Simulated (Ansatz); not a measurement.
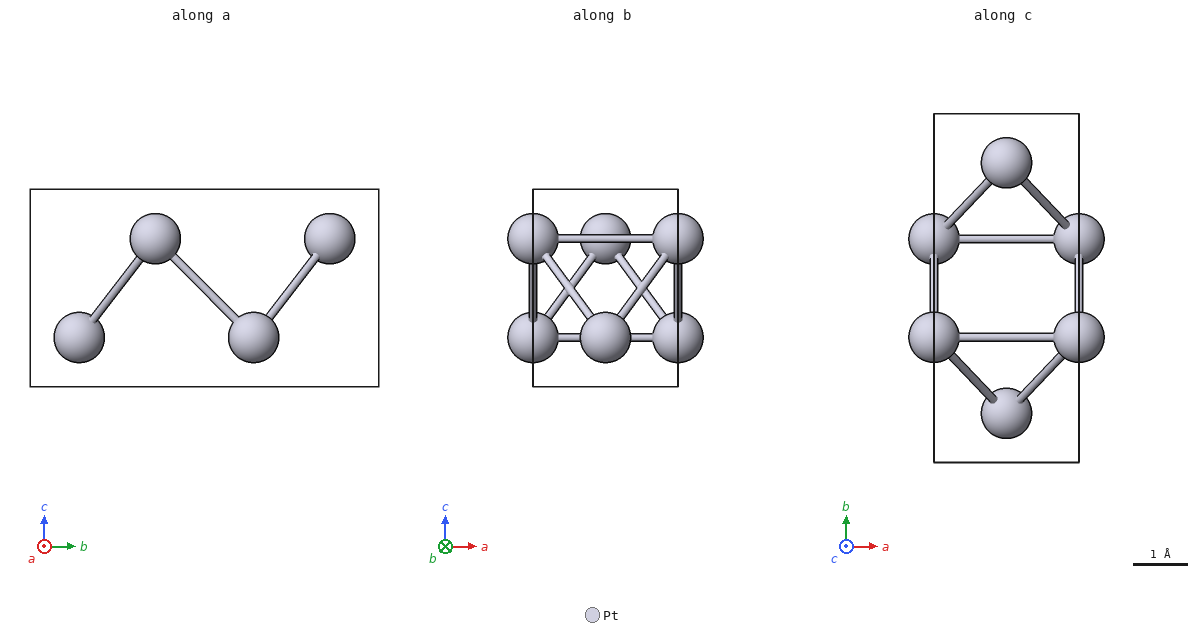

Ball-and-stick representation of a periodic structure, projected along the a axis, along the b axis and along the c axis. The frame is the conventional unit cell; atoms at its boundary are shown with their periodic copies.

Lattice parameters: a = 2.7303 Å, b = 6.5723 Å, c = 3.7226 Å, α = 90.000°, β = 90.000°, γ = 90.000°.

Write the structure as a CIF in P1 with every atom of the cell, with free fractional coordinates to two decimals.

```cif
data_structure
_symmetry_space_group_name_H-M 'P 1'
_symmetry_Int_Tables_number 1
_cell_length_a 2.7303
_cell_length_b 6.5723
_cell_length_c 3.7226
_cell_angle_alpha 90.000
_cell_angle_beta 90.000
_cell_angle_gamma 90.000
_cell_volume 66.80
loop_
_atom_site_label
_atom_site_type_symbol
_atom_site_fract_x
_atom_site_fract_y
_atom_site_fract_z
_atom_site_occupancy
Pt1 Pt 0.50 0.14 0.25 1
Pt2 Pt 0.00 0.36 0.75 1
Pt3 Pt 0.00 0.64 0.25 1
Pt4 Pt 0.50 0.86 0.75 1
```

It derives from a structure type filled with this element by a generator (whether the element takes this form wasn't checked). It is drawn as it came out of a relaxation with DFT, PBE, plane waves (420 eV) with PAW, scalar-relativistic (Ansatz).
